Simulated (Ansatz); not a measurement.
# Geometry relaxation, with input and output: MoS₂ (part 2 of 2)

MoS₂ (6 atoms in the cell); DFT PBE, scalar-relativistic, plane waves, PAW, spin-polarised (Ansatz 0.2.0); cutoff 420 eV, 4×4×4 k-mesh, Gaussian smearing of 0.1 eV, collinear spins. The structure was made by swapping elements on the sites of another compound; it need not be a known phase. It belongs to a series of runs on one base structure; here: ZrSi2 type (Cmcm, No. 63).

Geometry of the input (Å; fractional positions):
```
1.9406  -7.7156  0.0000
1.9406  7.7156  0.0000
0.0000  0.0000  3.8455
Mo 0.8946  0.1054  0.7500
Mo 0.1054  0.8946  0.2500
S  0.5522  0.4478  0.7500
S  0.4478  0.5522  0.2500
S  0.2496  0.7504  0.7500
S  0.7504  0.2496  0.2500
```

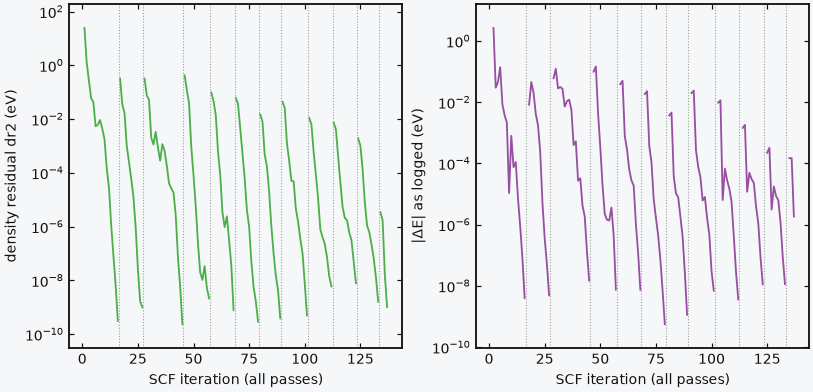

**Figure 1.** Convergence of the self-consistent field: density residual dr2 and size of the energy change against the SCF iteration. The dotted lines part the SCF passes of the relaxation: geometry steps, rejected trials and re-solves on a re-selected basis. The 12 passes take 4 to 18 iterations each, 137 in all.

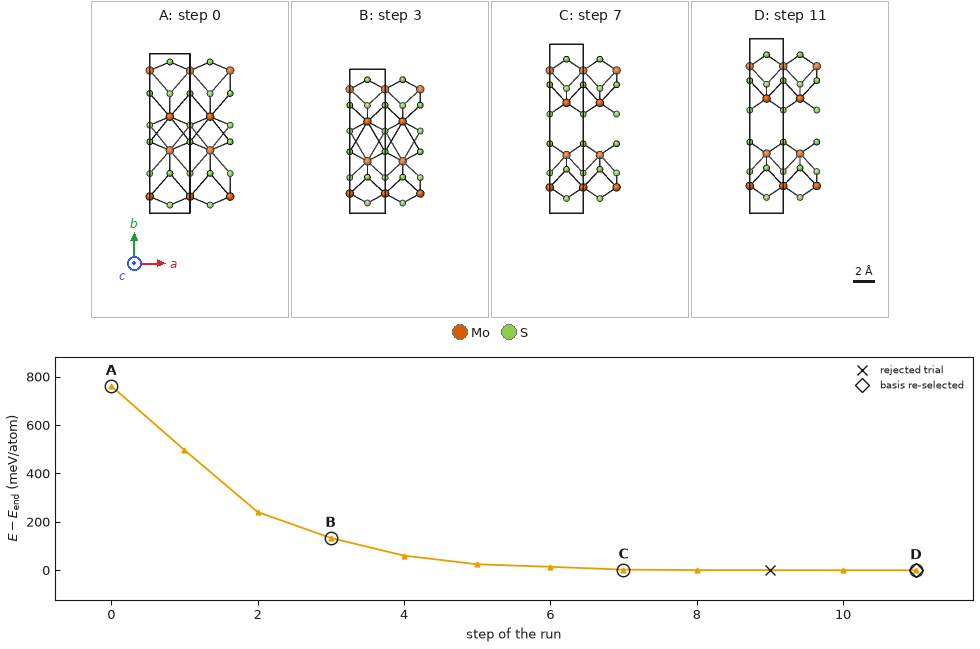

**Figure 2.** Frames of the relaxation (ball-and-stick view of the cell 2 times as large as that of the calculation, set on its symmetry axes, repeated 2 × 1 × 1, along the c axis) above the curves, on which the letters mark them (the first geometry is step 0 here and step 1 in the log).

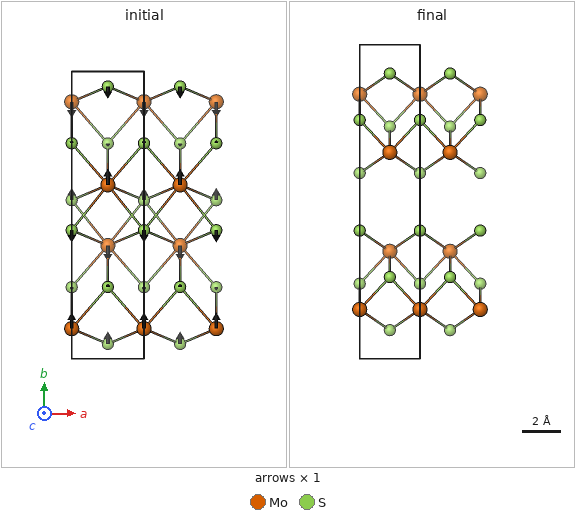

**Figure 3.** Before (left) and after (right) the relaxation, at one scale (ball-and-stick view of the cell 2 times as large as that of the calculation, set on its symmetry axes, repeated 2 × 1 × 1, along the c axis). The black arrows give the displacements (without the part carried along by the change of the cell), at true length. Over 10 geometry steps the energy falls by 762 meV per atom. Largest force component: 2.2 eV/Å at the start, 0.01 eV/Å at the end. The pressure goes from −9.80 to 0.05 GPa. The line search rejected the trial step at point 9 (counted from 0) and went back. The largest moves relative to the cell, 0.88 Å, are those of Mo1 and Mo2. Largest moves by element: Mo 0.88 Å, S 0.66 Å. The volume changes by −6.0 %, with a 3.881 → 3.236 Å (−16.6 %), b 15.431 → 16.866 Å (+9.3 %), c 3.845 → 3.967 Å (+3.2 %). Distances before and after: Mo1–S3 3.111 → 4.500 Å, Mo1–S5 2.962 → 2.375 Å, Mo1–S6 2.941 → 2.419 Å, Mo1–S4 2.852 → 2.790 Å. Among the angles that change: Mo2–S5–Mo2 81.7° → 110.2°, Mo2–S3–Mo2 85.7° → 70.9°, Mo2–S3–Mo2 146.5° → 133.1°. The space group stays Cmcm (No. 63). A last SCF at the same geometry on a re-selected plane-wave basis shifts the energy by −0.2 meV per atom. (Atoms are counted from 1 in the order of the input.)

```
basis re-selected at this cell: Δ(F+E_penalty+E_count) = -1.038e-3 eV, ΔP = +0.023 GPa vs the last step (what re-selecting the basis moved, of the pressure what is left beyond the Pulay correction that the steps carried, after the strain that the cell walked since its last selection, with what the two solves' SCF thresholds leave and, on support functions, any second-order correction that the steps lacked; it is no measure of the basis error at this ecutwfc). The dense FFT grid was sized anew with the basis: this SCF ran on 24×60×27 points, the steps before it on 27×54×27, so part of this shift can come from that change (see relax.cell in the input reference). This SCF's stress stands 1.38e-1 GPa from its target on what of the cell is left free (relax.cell.stress_tol is 4.00e-1 GPa) and its largest allowed force component is 1.04e-2 eV/Å (relax.f_tol is 4.00e-2 eV/Å): within both
SCF converged after 4 iterations
Magnetization: 0.0000 μB (26.0000 up, 26.0000 down)
Absolute magnetization: 0.0000 μB (∫|ρ↑−ρ↓|, with the PAW one-centre terms)
Spin contamination: 0.0000 ħ² per cell (⟨S²⟩ above its minimum at these occupations)
Per-site moments (μB) at R_I (Å): [(7.364365647056279e-7, 0.9797489837622474), (7.36436564867249e-7, 0.9797489837622474), (-3.2352189438515026e-8, 1.1508515909221164), (-3.235218938160069e-8, 1.1508515909221164), (-2.9328547804273965e-8, 0.9797489837622474), (-2.9328547811884884e-8, 0.9797489837622474)]
Free energy (F): -13519.645939 eV
Harris-Foulkes:  -13519.645939 eV  (|F-HF|=9.02e-10)
Internal energy: -13519.614993 eV  (E = F + TS)
E sigma→0 (E₀):  -13519.630466 eV
Entropy (-TS):   -0.030945 eV (-5.158 meV/atom)
Fermi energy:    11.379776 eV
--- Per-component energies (eV) ---
  E_band       = -309.488579
  E_kinetic    = 1313.292881
  E_local      = -4208.228512  (includes V_loc(G=0)·N_el)
  E_nonlocal   = 402.162654
  E_hartree    = 1649.704315
  E_xc         = -755.261244
  E_vxc        = -807.895098  (∫ρ·V_xc dr)
  E_paw        = -8804.115580  (= ΣΔE_a)
  E_vpaw       = -308.230760  (= ΣTr[D̂ρ^β])
  E_aug_tail   = 0.000093  (compensation charges beyond the density's cutoff)
  E_ewald      = -3117.169599
  E_smearing   = -0.030945  (= −TS)
  E_closure    = -0.000000  (closes the sum)
  Σ components = -13519.645939   (vs F -13519.645939, Δ=0.00e0)
--- Forces (eV/Å), atoms counted from 1 ---
  atom   1  Mo     0.00000000     0.00051981     0.00000000
  atom   2  Mo    -0.00000000    -0.00051981    -0.00000000
  atom   3  S      0.00000000    -0.01042796    -0.00000000
  atom   4  S      0.00000000     0.01042796     0.00000000
  atom   5  S      0.00000000    -0.00515940     0.00000000
  atom   6  S     -0.00000000     0.00515940    -0.00000000
  max |Σ_I F_I| component: 0.00e0 eV/Å
--- Stress (GPa, compression-positive) ---
        0.066300      -0.000000       0.000000
       -0.000000       0.137679      -0.000000
        0.000000      -0.000000      -0.050638
  P = ⅓ Tr σ = 0.0511 GPa (0.511 kbar)
--- Band table (eV; the first three rows and the last of 42) ---
  k-point 0 ↑: bands = ["-50.4000", "-50.3979", "-24.6094", "-24.5964", "-24.5628", "-24.5092", "-24.3482", "-24.3411", "-6.2402", "-2.3660", "-1.8419", "-0.8441", "2.5502", "4.2429", "5.0549", "5.2354", "7.0846", "7.7508", "7.8906", "8.8319", "8.9587", "9.6380", "10.1185", "10.1971", "10.4890", "10.9779", "11.0504", "11.0921", "11.5001", "12.8784", "13.6778", "14.0314", "14.1914", "14.2720", "15.1079"]
  k-point 1 ↑: bands = ["-50.3992", "-50.3977", "-24.6262", "-24.6197", "-24.5486", "-24.5133", "-24.3462", "-24.3412", "-5.7637", "-2.7317", "-1.7242", "-1.6593", "4.0794", "4.3443", "5.1902", "5.4156", "7.1388", "7.5375", "7.6510", "7.8080", "8.7571", "9.1816", "9.3443", "9.9943", "10.1865", "10.8998", "11.3328", "11.4685", "12.3117", "12.6870", "13.4261", "13.5217", "13.5751", "13.6222", "16.1456"]
  k-point 2 ↑: bands = ["-50.3979", "-50.3979", "-24.6414", "-24.6414", "-24.5275", "-24.5275", "-24.3427", "-24.3427", "-4.4483", "-4.4483", "-1.5903", "-1.5903", "4.4436", "4.4436", "6.4116", "6.4116", "6.8451", "6.8451", "7.2851", "7.2851", "8.8621", "8.8621", "9.2183", "9.2183", "9.8961", "9.8961", "11.3888", "11.3888", "12.3914", "12.3914", "13.3946", "13.3946", "13.8093", "13.8093", "17.5211"]
  k-point 20 ↓: bands = ["-50.3979", "-50.3979", "-24.6414", "-24.6414", "-24.5275", "-24.5275", "-24.3427", "-24.3427", "-4.4470", "-4.4470", "-1.5974", "-1.5974", "4.5709", "4.5709", "6.4136", "6.4136", "6.8240", "6.8240", "6.8668", "6.8668", "9.2040", "9.2040", "9.2238", "9.2238", "10.0080", "10.0080", "11.3869", "11.3869", "12.4490", "12.4490", "13.2448", "13.2448", "13.7647", "13.7647", "17.5805"]
--- Relaxed structure (11 steps of the walk, 10 accepted, 1 SCFs on fresh bases) ---
  F+E_penalty+E_count = -13519.64593877 eV   max|allowed force component| = 1.043e-2 eV/Å   (the final SCF, on the basis selected at the relaxed cell)
  cell:  # Å, volume = 108.2486 Å³
    - [1.6177528949131597, -8.433083013630286, -5.339377371290917e-17]
    - [1.6177528949131597, 8.433083013630286, 5.339377371290917e-17]
    - [1.1417254384463236e-33, 2.661173221244083e-17, 3.9672896076293047]
  atoms:
    - { symbol: Mo, position: [0.8426004341999656, 0.1573995658000344, 0.7499999999999999] }
    - { symbol: Mo, position: [0.1573995658000344, 0.8426004341999656, 0.25] }
    - { symbol: S, position: [0.5915950223436008, 0.40840497765639916, 0.7499999999999999] }
    - { symbol: S, position: [0.40840497765639916, 0.5915950223436008, 0.25] }
    - { symbol: S, position: [0.23949311387231648, 0.7605068861276836, 0.7499999999999999] }
    - { symbol: S, position: [0.7605068861276836, 0.23949311387231648, 0.25] }
--- Löwdin populations: 6 sites ---
  site symbol       q [e]    m [muB]
     0     Mo     13.6681     0.0000
     1     Mo     13.6681     0.0000
     2      S      6.3388    -0.0000
     3      S      6.3388    -0.0000
     4      S      5.7337    -0.0000
     5      S      5.7337    -0.0000
  spilling = 0.009976 (of n_electrons = 52.000000)
```

### File populations.tsv
```
# site	symbol	l	j	q_up	q_dn
# orbitals = lowdin
# n_electrons = 52.000000
# spilling = 0.009976
0	Mo	0_4S	-	0.989058	0.989058
0	Mo	0_5S	-	0.255054	0.255054
0	Mo	1_4P	-	2.994812	2.994812
0	Mo	2_4D	-	2.595129	2.595128
1	Mo	0_4S	-	0.989058	0.989058
1	Mo	0_5S	-	0.255054	0.255054
1	Mo	1_4P	-	2.994812	2.994812
1	Mo	2_4D	-	2.595129	2.595128
2	S	0_3S	-	0.924068	0.924068
2	S	1_3P	-	2.245352	2.245352
3	S	0_3S	-	0.924068	0.924068
3	S	1_3P	-	2.245352	2.245352
4	S	0_3S	-	0.845727	0.845727
4	S	1_3P	-	2.021109	2.021110
5	S	0_3S	-	0.845727	0.845727
5	S	1_3P	-	2.021109	2.021110
```

### Trajectory as extended XYZ (Å, eV, eV/Å), 12 frames, from step=1 to step=12
```
6
Lattice="1.9405 -7.7156 0.0000 1.9405 7.7156 0.0000 0.0000 0.0000 3.8455" Properties=species:S:1:pos:R:3:forces:R:3 step=1 energy=-13515.07539 pressure_GPa=-9.80
Mo    1.9405   -6.0892    2.8841    0.0000   1.0764   0.0000
Mo    1.9405    6.0892    0.9614    0.0000  -1.0764   0.0000
S     1.9405   -0.8055    2.8841    0.0000  -2.1857   0.0000
S     1.9405    0.8055    0.9614    0.0000   2.1857   0.0000
S     1.9405    3.8640    2.8841    0.0000   0.0872   0.0000
S     1.9405   -3.8640    0.9614    0.0000  -0.0872   0.0000
6
Lattice="1.8448 -7.4254 0.0000 1.8448 7.4254 0.0000 0.0000 0.0000 3.8116" Properties=species:S:1:pos:R:3:forces:R:3 step=2 energy=-13516.66483 pressure_GPa=-7.32
Mo    1.8448   -5.7524    2.8587    0.0000   1.5018   0.0000
Mo    1.8448    5.7524    0.9529    0.0000  -1.5018   0.0000
S     1.8448   -0.9070    2.8587    0.0000  -1.5572   0.0000
S     1.8448    0.9070    0.9529    0.0000   1.5572   0.0000
S     1.8448    3.7295    2.8587    0.0000  -0.0672   0.0000
S     1.8448   -3.7295    0.9529    0.0000   0.0672   0.0000
6
Lattice="1.7699 -7.1318 0.0000 1.7699 7.1318 0.0000 0.0000 0.0000 3.8273" Properties=species:S:1:pos:R:3:forces:R:3 step=3 energy=-13518.20107 pressure_GPa=-3.86
Mo    1.7699   -5.3443    2.8704    0.0000   1.7579   0.0000
Mo    1.7699    5.3443    0.9568    0.0000  -1.7579   0.0000
S     1.7699   -0.9863    2.8704    0.0000  -0.5514   0.0000
S     1.7699    0.9863    0.9568    0.0000   0.5514   0.0000
S     1.7699    3.5737    2.8704    0.0000   0.1164   0.0000
S     1.7699   -3.5737    0.9568    0.0000  -0.1164   0.0000
6
Lattice="1.7022 -6.9562 0.0000 1.7022 6.9562 0.0000 0.0000 0.0000 3.9092" Properties=species:S:1:pos:R:3:forces:R:3 step=4 energy=-13518.84481 pressure_GPa=7.12
Mo    1.7022   -5.0367    2.9319    0.0000  -0.2801   0.0000
Mo    1.7022    5.0367    0.9773    0.0000   0.2801   0.0000
S     1.7022   -1.0030    2.9319    0.0000  -0.0019   0.0000
S     1.7022    1.0030    0.9773    0.0000   0.0019   0.0000
S     1.7022    3.4967    2.9319    0.0000   1.3530   0.0000
S     1.7022   -3.4967    0.9773    0.0000  -1.3530   0.0000
6
Lattice="1.6605 -7.2219 0.0000 1.6605 7.2219 0.0000 0.0000 0.0000 4.0216" Properties=species:S:1:pos:R:3:forces:R:3 step=5 energy=-13519.28246 pressure_GPa=3.04
Mo    1.6605   -5.1358    3.0162    0.0000  -0.5332   0.0000
Mo    1.6605    5.1358    1.0054    0.0000   0.5332   0.0000
S     1.6605   -1.0476    3.0162    0.0000  -0.0750   0.0000
S     1.6605    1.0476    1.0054    0.0000   0.0750   0.0000
S     1.6605    3.7169    3.0162    0.0000   0.9388   0.0000
S     1.6605   -3.7169    1.0054    0.0000  -0.9388   0.0000
6
Lattice="1.6182 -7.5849 0.0000 1.6182 7.5849 0.0000 0.0000 0.0000 4.0354" Properties=species:S:1:pos:R:3:forces:R:3 step=6 energy=-13519.49812 pressure_GPa=0.06
Mo    1.6182   -5.3316    3.0265    0.0000  -0.1581   0.0000
Mo    1.6182    5.3316    1.0088    0.0000   0.1581   0.0000
S     1.6182   -1.1056    3.0265    0.0000  -0.3115   0.0000
S     1.6182    1.1056    1.0088    0.0000   0.3115   0.0000
S     1.6182    3.9931    3.0265    0.0000  -0.0100   0.0000
S     1.6182   -3.9931    1.0088    0.0000   0.0100   0.0000
6
Lattice="1.6107 -7.7837 0.0000 1.6107 7.7837 0.0000 0.0000 0.0000 4.0135" Properties=species:S:1:pos:R:3:forces:R:3 step=7 energy=-13519.56058 pressure_GPa=0.20
Mo    1.6107   -5.4431    3.0102    0.0000  -0.0577   0.0000
Mo    1.6107    5.4431    1.0034    0.0000   0.0577   0.0000
S     1.6107   -1.2079    3.0102    0.0000  -0.2238   0.0000
S     1.6107    1.2079    1.0034    0.0000   0.2238   0.0000
S     1.6107    4.0915    3.0102    0.0000  -0.0593   0.0000
S     1.6107   -4.0915    1.0034    0.0000   0.0593   0.0000
6
Lattice="1.6126 -8.1611 0.0000 1.6126 8.1611 0.0000 0.0000 0.0000 3.9696" Properties=species:S:1:pos:R:3:forces:R:3 step=8 energy=-13519.63080 pressure_GPa=1.10
Mo    1.6126   -5.6447    2.9772    0.0000   0.0322   0.0000
Mo    1.6126    5.6447    0.9924    0.0000  -0.0322   0.0000
S     1.6126   -1.4359    2.9772    0.0000   0.0635   0.0000
S     1.6126    1.4359    0.9924    0.0000  -0.0635   0.0000
S     1.6126    4.2582    2.9772    0.0000  -0.0177   0.0000
S     1.6126   -4.2582    0.9924    0.0000   0.0177   0.0000
6
Lattice="1.6145 -8.3551 0.0000 1.6145 8.3551 0.0000 0.0000 0.0000 3.9618" Properties=species:S:1:pos:R:3:forces:R:3 step=9 energy=-13519.64143 pressure_GPa=0.99
Mo    1.6145   -5.7347    2.9714    0.0000  -0.0967   0.0000
Mo    1.6145    5.7347    0.9905    0.0000   0.0967   0.0000
S     1.6145   -1.5193    2.9714    0.0000   0.0482   0.0000
S     1.6145    1.5193    0.9905    0.0000  -0.0482   0.0000
S     1.6145    4.3525    2.9714    0.0000   0.0356   0.0000
S     1.6145   -4.3525    0.9905    0.0000  -0.0356   0.0000
6
Lattice="1.6230 -8.5152 0.0000 1.6230 8.5152 0.0000 0.0000 0.0000 3.9805" Properties=species:S:1:pos:R:3:forces:R:3 step=10 energy=-13519.64098 pressure_GPa=-1.09 accepted=F
Mo    1.6230   -5.8277    2.9854    0.0000   0.1562   0.0000
Mo    1.6230    5.8277    0.9951    0.0000  -0.1562   0.0000
S     1.6230   -1.5854    2.9854    0.0000  -0.0300   0.0000
S     1.6230    1.5854    0.9951    0.0000   0.0300   0.0000
S     1.6230    4.4287    2.9854    0.0000   0.0238   0.0000
S     1.6230   -4.4287    0.9951    0.0000  -0.0238   0.0000
6
Lattice="1.6178 -8.4331 0.0000 1.6178 8.4331 0.0000 0.0000 0.0000 3.9673" Properties=species:S:1:pos:R:3:forces:R:3 step=11 energy=-13519.64490 pressure_GPa=0.03
Mo    1.6178   -5.7784    2.9755    0.0000  -0.0003   0.0000
Mo    1.6178    5.7784    0.9918    0.0000   0.0003   0.0000
S     1.6178   -1.5449    2.9755    0.0000  -0.0103   0.0000
S     1.6178    1.5449    0.9918    0.0000   0.0103   0.0000
S     1.6178    4.3938    2.9755    0.0000  -0.0048   0.0000
S     1.6178   -4.3938    0.9918    0.0000   0.0048   0.0000
6
Lattice="1.6178 -8.4331 0.0000 1.6178 8.4331 0.0000 0.0000 0.0000 3.9673" Properties=species:S:1:pos:R:3:forces:R:3 step=12 energy=-13519.64594 pressure_GPa=0.05
Mo    1.6178   -5.7784    2.9755    0.0000   0.0005   0.0000
Mo    1.6178    5.7784    0.9918    0.0000  -0.0005   0.0000
S     1.6178   -1.5449    2.9755    0.0000  -0.0104   0.0000
S     1.6178    1.5449    0.9918    0.0000   0.0104   0.0000
S     1.6178    4.3938    2.9755    0.0000  -0.0052   0.0000
S     1.6178   -4.3938    0.9918    0.0000   0.0052   0.0000
```
